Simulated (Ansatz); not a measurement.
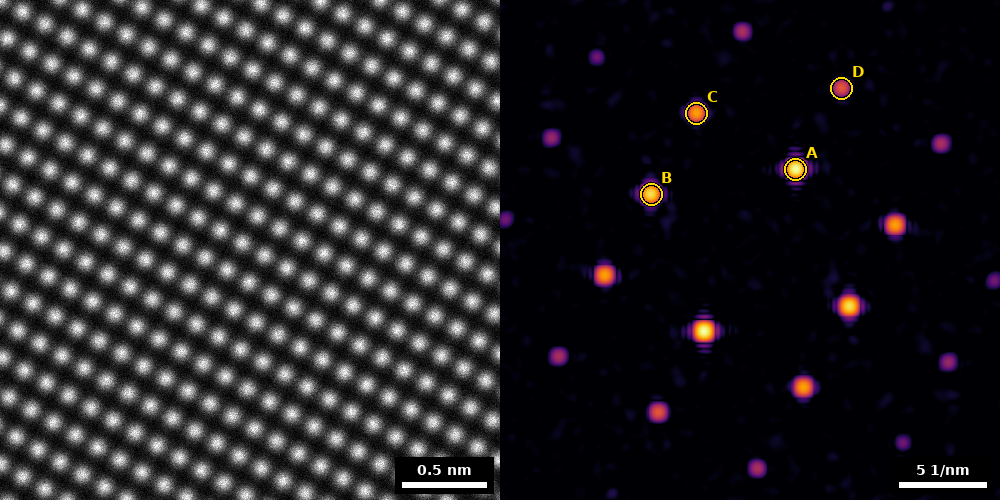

Integrated-DPC-like image of a crystal. Simulated as the projected potential of neutral atoms (B = 0.3 Å²) blurred by a 0.64 Å probe, the thin-sample limit of integrated differential phase contrast. Shot noise was added.

The right panel is the modulus of the image's Fourier transform on a logarithmic scale.

Q: Which lattice spacings do the marked spots stand for, and what angle do A and B enclose?

A: 1.9 Å, B: 1.5 Å, C: 1.2 Å, D: 0.9 Å; A and B enclose about 90°.

The crystal is Pd (Pm-3m, No. 221) along [211]; the spots are (0 -1 1), (1 -1 -1), (1 -2 0) and (0 -2 2). Structure: the geometry relaxed with DFT, RPBE, plane waves (420 eV) with PAW, scalar-relativistic in Ansatz 0.2.0; the starting structure was generated, so it need not be a known form of this composition.
